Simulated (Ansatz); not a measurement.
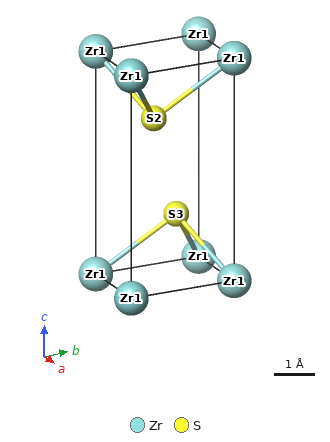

*The structure as given in the input (ball-and-stick view of the cell of the calculation, seen slightly off an axis; atoms are numbered from 1 in the order of the input).*

Near neighbours in the crystal (not all of them lie inside the picture): Zr has 6 S at 2.56 Å; S has 3 Zr at 2.56 Å.

# Single-point calculation of ZrS2

The run: single-point calculation of ZrS2 (P-3m1, 3 atoms in the cell). Method and program: DFT, PBE, dispersion d3bj, plane waves, PAW, no spin polarisation (Ansatz 0.2.0).

The structure derives from a Materials Project entry. Figures and captions count atoms from 1; the log counts them from 0 in places.

### What the program printed
```
scf.n_extra_bands = 7 over 12 filled bands (N_el = 24.0): the run solves 19 bands
Engine: ansatz 0.2.0, aarch64-unknown-linux-gnu
Pseudopotentials: kind: paw
Pseudopotential: Zr, paw, valence charge 12, recommended cutoff 420 eV (normal), Zr.paw.azcp
Pseudopotential: S, paw, valence charge 6, recommended cutoff 420 eV (normal), S.paw.azcp
Functional definition: PBE
  parameter kappa = 0.804
  parameter beta = 0.06672455060314922
  exchange = pbe_x(kappa = kappa, mu = beta*pi^2/3)
  correlation = pbe_c(beta = beta)
Crystal: 3 atoms, lattice volume = 65.764 Å³
Basis set: ecut = 420 eV, 1267 PW (Γ), exchange–correlation on 50×50×80 points (8 copies of the dense FFT grid, shifted against one another)
Bands: 19, of which v1, the nominal top of the filled ones, is band 12 counted from 1 (11 counted from 0)
Symmetry: 12 space group operations
Space group: P-3m1 (ITA 164), of the structure as read, at distance tolerance 4.0e-5 Å
k-points: 14 of 72
Non-local potential: Zr, projectors of the file, l = 0: 3, l = 1: 2, l = 2: 2, l = 3: 2
Non-local potential: S, projectors of the file, l = 0: 2, l = 1: 2, l = 2: 2
PAW form: soft (Blöchl's): semilocal exchange-correlation on the pseudo side does not see the compensation charge
PAW one-centre angular grid: Zr, 590 points (default); XC on 64 Gauss nodes
PAW one-centre angular grid: S, 110 points (default); XC on 64 Gauss nodes
Initial density: superposition of atomic densities (neutral atoms: chi_scale 0, normalization atom), corrected by the library's trained network
Initial wavefunctions: pseudopotential atomic-orbital guess
Functional: x = pbe(κ = 0.804, μ = 0.2195149727645171), c = pbe(β = 0.06672455060314922)
SCF iter   1: F=—  HF=-5993.652375 eV  |F-HF|=—  |Δ(HF+E_count)|=         —  Δρ=1.40e-3  dr2=1.46e-3  ethr=1.77e-3  ⟨swp⟩=4.4  Hψ=1220  notcnv=0  defer=58
preconditioner: auto → Resta (q_TF=auto, 2.306 Å⁻¹)  ε∞=4.7  [insulator: Δε(μ)=0.686 eV  Ē_g=9.540 eV  n_scr=22 (ndim 8)  ℏωp=18.3 eV  f_vac=0.009  ε∞_Penn≈4.7]
SCF iter   2: F=—  HF=-5993.651312 eV  |F-HF|=—  |Δ(HF+E_count)|=   1.06e-3  Δρ=7.36e-4  dr2=3.94e-4  ethr=6.10e-6  ⟨swp⟩=2.3  Hψ=557  notcnv=0  defer=68
SCF iter   3: F=—  HF=-5993.651493 eV  |F-HF|=—  |Δ(HF+E_count)|=   1.81e-4  Δρ=2.19e-4  dr2=7.12e-5  ethr=1.64e-6  ⟨swp⟩=2.0  Hψ=347  notcnv=0  defer=67
SCF iter   4: F=—  HF=-5993.651531 eV  |F-HF|=—  |Δ(HF+E_count)|=   3.86e-5  Δρ=9.02e-5  dr2=5.05e-6  ethr=2.97e-7  ⟨swp⟩=2.0  Hψ=303  notcnv=0  defer=26
SCF iter   5: F=—  HF=-5993.651535 eV  |F-HF|=—  |Δ(HF+E_count)|=   4.21e-6  Δρ=3.51e-5  dr2=2.36e-6  ethr=2.10e-8  ⟨swp⟩=2.1  Hψ=342  notcnv=0  defer=26
SCF iter   6: F=—  HF=-5993.651535 eV  |F-HF|=—  |Δ(HF+E_count)|=   3.78e-7  Δρ=9.13e-6  dr2=1.39e-7  ethr=9.85e-9  ⟨swp⟩=2.1  Hψ=301  notcnv=0  defer=26
SCF iter   7: F=-5993.651535 eV  HF=-5993.651535 eV  |F-HF|=1.99e-9  |Δ(HF+E_count)|=   1.03e-8  Δρ=1.46e-6  dr2=2.13e-9  ethr=4.17e-10  ⟨swp⟩=9.1  Hψ=1402  notcnv=0
SCF 1 converged in 7 iterations: F = -5993.651535 eV  dr2 = 2.13e-9
  greatest PAW one-centre occupation: 0.995 electrons in one spin orbital (limit 2), on the Zr atom at site 0 (counted from 0), in its partial waves of l = 0
NSCF: frozen V_eff on 129 k-points
NSCF: frozen V_eff on 31 k-points
SCF converged after 7 iterations
Free energy (F): -5993.651535 eV
Harris-Foulkes:  -5993.651535 eV  (|F-HF|=1.99e-9)
Internal energy: -5993.651535 eV  (E = F + TS)
E sigma→0 (E₀):  -5993.651535 eV
Fermi energy:    7.730242 eV
--- Per-component energies (eV) ---
  E_band       = -153.862497
  E_kinetic    = 547.681276
  E_local      = -1231.128084  (includes V_loc(G=0)·N_el)
  E_nonlocal   = 134.664500
  E_hartree    = 425.836382
  E_xc         = -357.264309
  E_vxc        = -367.511792  (∫ρ·V_xc dr)
  E_paw        = -4153.872138  (= ΣΔE_a)
  E_vpaw       = -89.241966  (= ΣTr[D̂ρ^β])
  E_aug_tail   = 0.000027  (compensation charges beyond the density's cutoff)
  E_ewald      = -1358.484613
  E_disp       = -1.084575  (pairwise vdW)
  E_smearing   = -0.000000  (= −TS)
  E_closure    = -0.000000  (closes the sum)
  Σ components = -5993.651535   (vs F -5993.651535, Δ=0.00e0)
--- Forces (eV/Å), atoms counted from 1 ---
  atom   1  Zr    -0.00000000     0.00000000     0.00000000
  atom   2  S      0.00000000     0.00000000    -0.00011492
  atom   3  S      0.00000000    -0.00000000     0.00011492
  max |Σ_I F_I| component: 1.85e-17 eV/Å
--- Stress (GPa, compression-positive) ---
       -0.002881      -0.000000      -0.000000
       -0.000000      -0.002881      -0.000000
       -0.000000      -0.000000      -0.005958
  P = ⅓ Tr σ = -0.0039 GPa (-0.039 kbar)
--- Band table (eV; the first three rows and the last of 14) ---
  k-point 0: bands = ["-41.3955", "-19.4731", "-19.3081", "-19.3081", "-5.2704", "-3.6514", "2.9549", "4.7463", "4.7463", "7.4863", "7.4863", "7.7302", "9.1309", "9.1309", "9.8584", "12.3752", "12.3752", "13.2819", "13.5707"]
  k-point 1: bands = ["-41.3955", "-19.4741", "-19.3081", "-19.3081", "-4.9003", "-4.1995", "4.2928", "4.8047", "4.8047", "5.6093", "7.2876", "7.2876", "9.0803", "9.0803", "10.2530", "12.8955", "12.8955", "13.9170", "15.3246"]
  k-point 2: bands = ["-41.3903", "-19.4575", "-19.3804", "-19.3236", "-4.9858", "-3.7301", "3.3462", "4.5507", "4.9057", "5.9970", "6.8629", "7.5338", "9.1396", "9.8417", "10.1774", "12.1783", "12.4124", "14.5838", "15.0293"]
  k-point 13: bands = ["-41.3718", "-19.5025", "-19.5025", "-19.4022", "-3.8926", "-3.8926", "3.9400", "3.9400", "4.5089", "5.4053", "5.7509", "5.7509", "9.9322", "10.3975", "10.3975", "13.2798", "13.2798", "15.8016", "16.2825"]
--- Löwdin populations: 3 sites ---
  site symbol       q [e]
     0     Zr     11.2117
     1      S      6.3278
     2      S      6.3278
  spilling = 0.005526 (of n_electrons = 24.000000)
--- Bader charges: 3 sites ---
  site symbol  charge [e]  shift [e]
     0     Zr      2.0709     0.0012
     1      S     -1.0355     0.0006
     2      S     -1.0355     0.0006
  estimated error of the sums over rays = 7.9e-4 e
```

### File bader_charges.tsv
```
# site	symbol	x_ang	y_ang	z_ang	partial_charge_e	electrons	volume_ang3	relative_density_drop	shared_charge_e	partial_wave_shift_e
# quadrature_error_electrons = 7.9e-4
0	Zr	0.0000	0.0000	0.0000	2.07092	37.92908	12.53	-	2.07092	0.00123
1	S	1.8205	1.0510	4.2719	-1.03546	17.03546	26.62	-	-1.03546	0.00061
2	S	0.0000	2.1021	1.4565	-1.03545	17.03545	26.62	-	-1.03545	0.00061
```

This output came from the following input.

### Input
```yaml
crystal:
  lattice:
    - [3.6409282751, 0.0, 0.0]
    - [-1.8204641376, 3.1531363796, 0.0]
    - [0.0, 0.0, 5.7284170006]
  atoms:
    - { symbol: Zr, position: [0.0, 0.0, 0.0] }
    - { symbol: S, position: [0.6666666667, 0.3333333333, 0.7457358142] }
    - { symbol: S, position: [0.3333333333, 0.6666666667, 0.2542641858] }
basis:
  ecutwfc: 420
kpoints:
  mp_grid: { grid: [6, 6, 2] }
  band_path:
    path:
      - [[0.0, 0.0, 0.0], [0.5, 0.0, 0.0], [0.33333333, 0.33333333, 0.0], [0.0, 0.0, 0.0], [0.0, 0.0, 0.5], [0.5, 0.0, 0.5], [0.33333333, 0.33333333, 0.5], [0.0, 0.0, 0.5]]
      - [[0.5, 0.0, 0.5], [0.5, 0.0, 0.0]]
      - [[0.33333333, 0.33333333, 0.5], [0.33333333, 0.33333333, 0.0]]
    npoints: 14
hamiltonian:
  xc: pbe
  dispersion: d3bj
scf:
  occupations: { method: fixed }
  n_extra_bands: 7
output:
  forces: true
  stress: true
  eigenvalues: true
  populations: true
  dos: { projected: true, de: 0.02, nscf_kmesh: { grid: [9, 9, 3] } }
  bader: true
```

Launch command:
```bash
ansatz run input.yaml --threads 1 --pin off --max-ram 2560MiB --backend cpu --events-out ev --progress --plain --runs-dir out
```

### Key numbers

| quantity | value |
| --- | --- |
| outcome | converged |
| space group (tolerance 0.01 Å) | P-3m1 (164) |
| electrons treated | 24 |
| free energy | −5993.6515 eV |
| Fermi energy | 7.730 eV |
| gap on the k-point mesh | 0.68 eV |
| gap on the band path | 0.68 eV |
| pressure | 0.00 GPa |
| largest force (length of the vector) | under 0.001 eV/Å |
| hardware | 1 thread of Arm Neoverse V2, 24 GiB of memory available, shared host |
| wall time | 23 s |
| peak memory | 0.33 GiB |

### Remarks

These settings are looser than, or depart from, a standard set-up, so the numbers are not reference values for this system.
